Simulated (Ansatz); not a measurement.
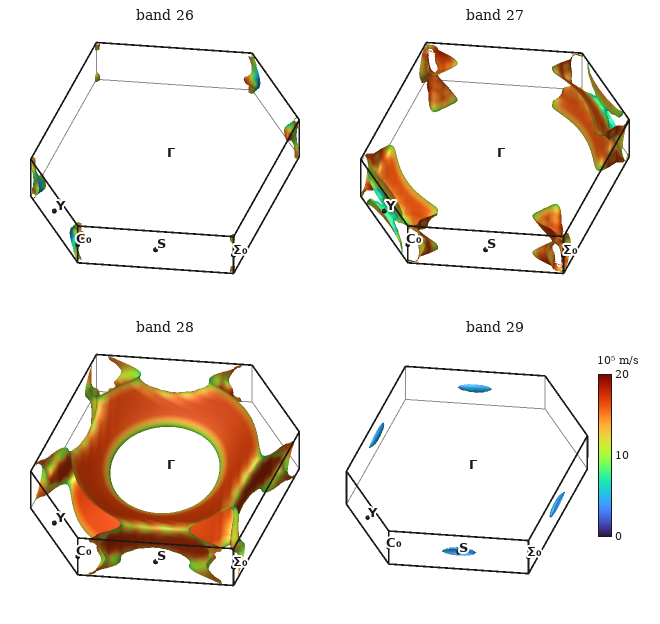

Fermi surface of Zn3Cu (Cmmm), coloured by the Fermi speed.

Computed with Ansatz 0.2.0, DFT LDA, scalar-relativistic, plane waves, PAW; levels and slopes on a dense k mesh at the converged density. No spin polarisation. Mesh 28×28×8, interpolated with the band slopes. Cell and positions as given, without relaxation (residual pressure −10 GPa). Sheets, masses and frequencies are those of this strained cell. The cell comes from a database of computed structures, not from a measurement.

**Give the range and mean of the Fermi speed for each band.**

Band 26: 4.8 to 16 × 10⁵ m/s over most of the sheet, 11 × 10⁵ m/s on average over states. Band 27: 7.2 to 17 × 10⁵ m/s over most of the sheet, 13 × 10⁵ m/s on average over states. Band 28: 9.7 to 17 × 10⁵ m/s over most of the sheet, 14 × 10⁵ m/s on average over states. Band 29: 3.4 to 5.9 × 10⁵ m/s over most of the sheet, 4.7 × 10⁵ m/s on average over states.

**Which of these bands adds most to the density of states at the Fermi level?**

Band 28, with 0.47 of 0.92 states/eV per cell.
